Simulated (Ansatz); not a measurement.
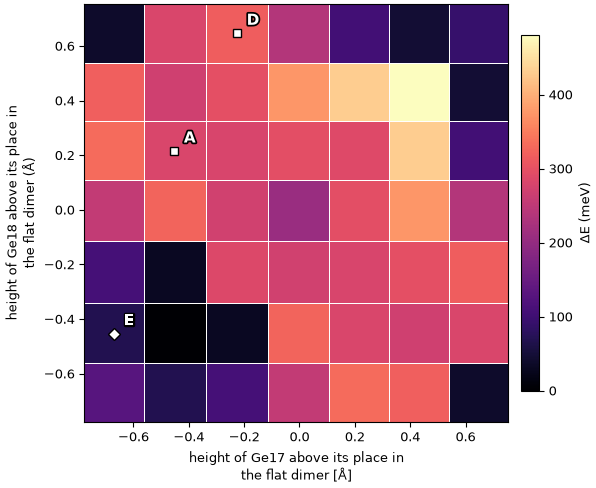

A Ge(100) slab cut from the Fd-3m phase, its lower face capped with 8 H atoms (28 atoms in the cell). Two atoms of the surface dimers are held at set heights. The first coordinate is: height of Ge17 above its place in the flat dimer; the second: height of Ge18 above its place in the flat dimer. Relaxed at each point: all atoms of the upper layers, but for the two heights. Grid: 7 × 7 points; 28 points were computed and 21 follow by symmetry. Points are written as (first, second). Energies are in meV, from the lowest grid point. Method: DFT PBE, scalar-relativistic, plane waves, PAW (Ansatz 0.2.0). Settings: cutoff 420 eV, k-mesh 3×3×1, gaussian smearing 0.05 eV, no spin polarisation.

The picture shows one coloured cell a grid point, lettered points.

**Is A the lowest point of the computed grid?**

No. A lies 282 meV above the lowest grid point, which is at (−0.453 Å, −0.453 Å).

**Rank the lettered points by energy, lowest first.**

E (69 meV), A (282 meV), D (317 meV).
